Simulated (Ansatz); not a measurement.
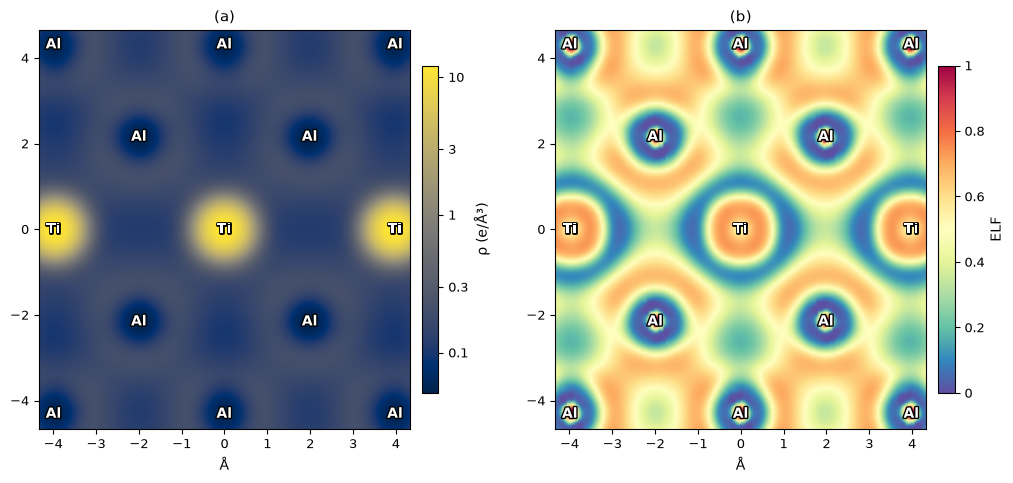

Figure 1: TiAl$_{3}$. (a) valence electron density; (b) electron localisation function on the (010) plane of the conventional cell.

Space group Immm; a point of a scan over the structure, not its minimum; a structure from a database of computed crystals, not necessarily the ambient phase; changed on purpose from its base cell (normal strain along x +0.0367, normal strain along y +0.1100); computed pressure about −11 GPa in this cell; computed without spin polarisation; PAW files of the earlier set (soft_1).

Computed with DFT PBE, scalar-relativistic, plane waves, PAW (Ansatz 0.2.0).

The density is the valence pseudo-density of a PAW calculation; it isn't the true density close to the nuclei.

Question: What does the map show?

Answer:
- Atoms in the plane: Ti and Al.
- Ti–Al (2.94 Å): ρ is about 0.18 e/Å³ halfway; the ELF is about 0.45 at the midpoint.
- Al–Al (2.94 Å): ρ at the midpoint is about 0.18 e/Å³; the ELF peaks at about 0.65 between the atoms.
- Between the atoms the lowest density in this plane is 0.1 e/Å³.
- The features right at Ti lie inside the PAW spheres, where the map follows smoothed inner orbitals and isn't to be read closely.

Question: Metal or insulator at this level of theory?

Answer: It is gapless in this calculation (a metal or semimetal).
